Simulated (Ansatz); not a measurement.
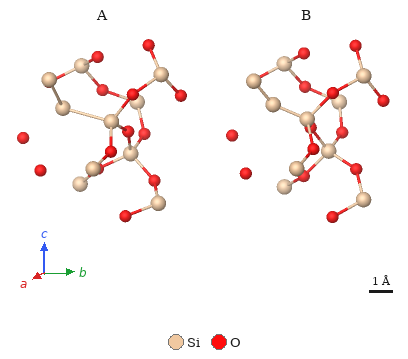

Two geometries of a defect cell of composition Si₂₅O₄₇, drawn at one scale. One is the start of a relaxation, the other its converged end. Style: ball-and-stick. Shown: the atoms within 4.2 Å of the atom that moves most (axes of the cell of the calculation, reduced to other axes (origin shifted)), slightly off an axis. Lengths and directions refer to the drawn axes.

Method: DFT, PBEsol, PAW, plane waves in Ansatz 0.2.0. Set-up: plane-wave cutoff 420 eV; k-point mesh 1 × 1 × 1; mesh shifted by (0.25, 0.25, 0.25); no spin polarisation; atoms relaxed in a fixed cell; force threshold 0.03 eV/Å; at most 80 steps.

Which geometry has the lower energy?

Answer. Structure A is the relaxed one. The energy falls by 15.307 eV per cell of the calculation in 14 geometry steps. The largest force component goes from 25 to 0.025 eV/Å. An O atom moves most: 0.96 Å roughly along [1 3 0]. Largest moves by element: O 0.96 Å, Si 0.93 Å. The cell stays as it was. Among the contacts that change: Si–Si 1.600 → 2.303 Å, Si–Si 1.620 → 2.288 Å, Si–Si 3.047 → 3.469 Å, O–Si 1.667 → 1.623 Å. Among the angles between lasting bonds that change: Si–Si–Si 142.4° → 98.2°, Si–O–Si 140.4° → 150.5°, Si–O–Si 142.2° → 132.3°.
